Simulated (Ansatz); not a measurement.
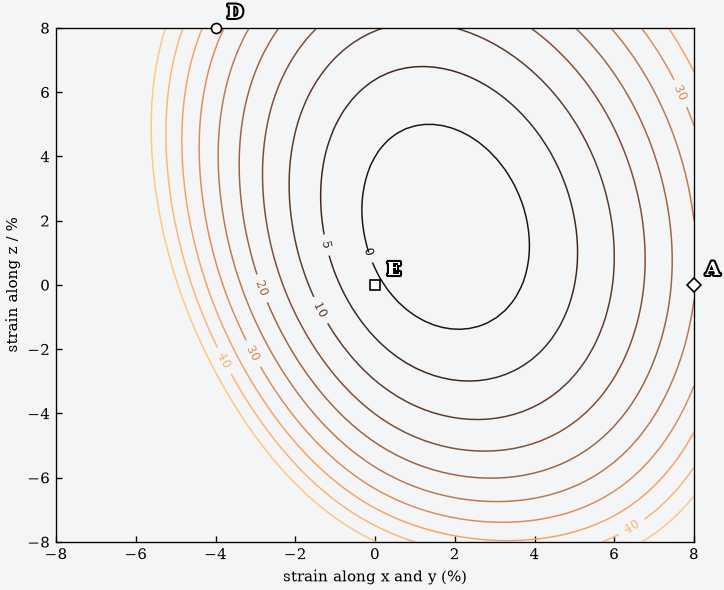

RbBr (Pm-3m, No. 221; 2 atoms in the cell). 
- The cell is strained homogeneously, by one strain along x and y and another along z, with fractional coordinates fixed (x, y and z along the cube axes).
- Coordinates scanned: (1) strain along x and y; (2) strain along z.
- The scan uses a 5 × 5 grid.
- Points are written as (first, second).
- All energies are given in meV/atom relative to the lowest grid point.
- The reference cell is the one listed in the database, not relaxed at this level.
- Theory: Ansatz, DFT PBE, scalar-relativistic, plane waves, PAW. Settings: cutoff 420 eV, k-mesh 6×6×6, gaussian smearing 0.05 eV, no spin polarisation.

Drawn: contour lines labelled in meV/atom (none above 45), lettered points. Between grid points the surface is interpolated.

**Is A the lowest point of the computed grid?**

No. A lies 25 meV/atom above the lowest grid point, which is at (0 %, 4 %).

**Rank the lettered points by energy, lowest first.**

E (0.8 meV/atom), A (25 meV/atom), D (32 meV/atom).
